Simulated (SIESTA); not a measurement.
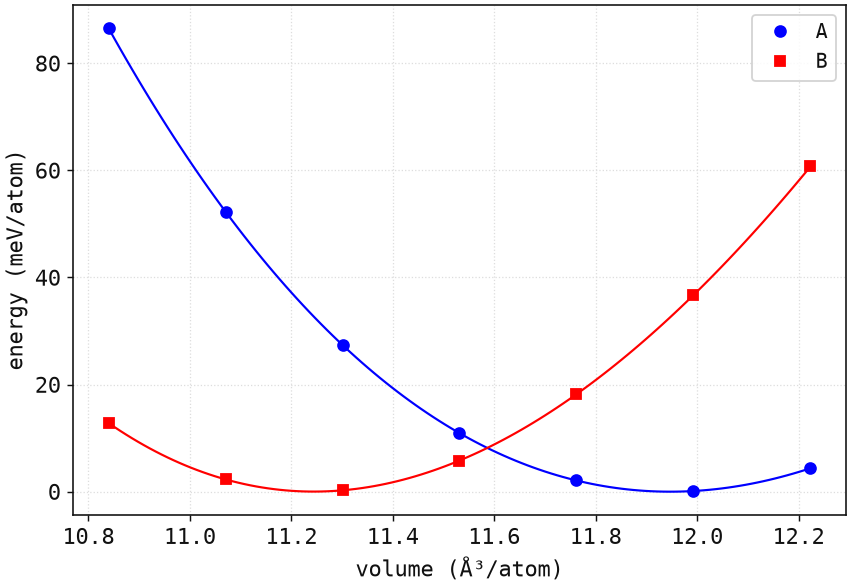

The figure compares two calculations of the energy against volume, each curve from its own zero. The first is for HfO₂, space group P2_1/c (No. 14).

The cell holds 12 atoms.

Calculation (SIESTA 5.4.2): DFT in numerical atomic orbitals with pseudopotentials, no spin polarisation; energies at scaled volumes of the given cell, shape and fractions fixed, counted from the fit's minimum, third-order Birch-Murnaghan fit. Level: PBE.

- k mesh: 5×5×5
- occupations: Fermi–Dirac
- smearing width: 0.05 eV
- potentials: PseudoDojo 0.4 standard, converted to PSML, two zetas on semicore shells
- program settings: basis DZP, mesh cutoff 800 Ry

In the second, the level changes from PBE to LDA. The second calculation uses k mesh 4×4×4.

> Which of A and B is the second calculation, and what did the change do?

B. The equilibrium volume falls from 11.95 to 11.24 Å³/atom (−5.9 %) and the bulk modulus rises from 228 to 264 GPa (+16 %). As usual, the local density approximation binds more tightly than this gradient-corrected functional.

For both, limits of the calculation: mulliken charges of long orbitals; short basis over semicore shells; shape and atomic fractions are frozen while scaling, which makes layered, chain and framework solids too stiff.

V0 and the bulk modulus come from third-order Birch–Murnaghan fits.
